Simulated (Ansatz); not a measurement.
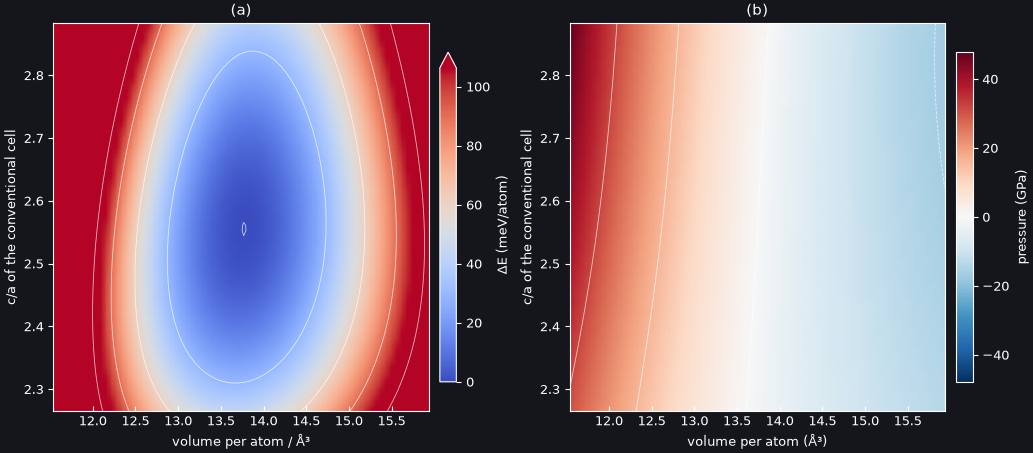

SnO₂ (I4_1/amd, No. 141; 6 atoms in the cell). The energy is mapped over volume and the cell's shape. The first coordinate is: volume per atom; the second: c/a of the conventional cell. Relaxed at each point: the atoms inside the fixed cell. The grid has 5 × 5 points. Points are written as (first, second). Energies are in meV/atom, from the lowest grid point. The band gap closes in part of the range. Level of theory: DFT PBEsol, scalar-relativistic, plane waves, PAW (Ansatz 0.2.0). Settings: cutoff 520 eV, k-mesh 10×10×10, gaussian smearing 0.05 eV, no spin polarisation.

Panel (a) is the energy and panel (b) the computed pressure on the same grid.

Drawn: a smooth colour map with a few white contour lines, one colour for all values above the top of the scale. Between grid points the surface is interpolated.

Q: How does the pressure vary over the map, and what is it at the lowest grid point?

A: It runs from −17 GPa at (15.93 Å³, 2.883) to 48 GPa at (11.54 Å³, 2.883). At the lowest grid point, (13.74 Å³, 2.556), it is 0 GPa. The pressure is minus the slope of the energy with volume, so it vanishes at the true minimum, which need not be a grid point.

PAW datasets: the set soft_1.
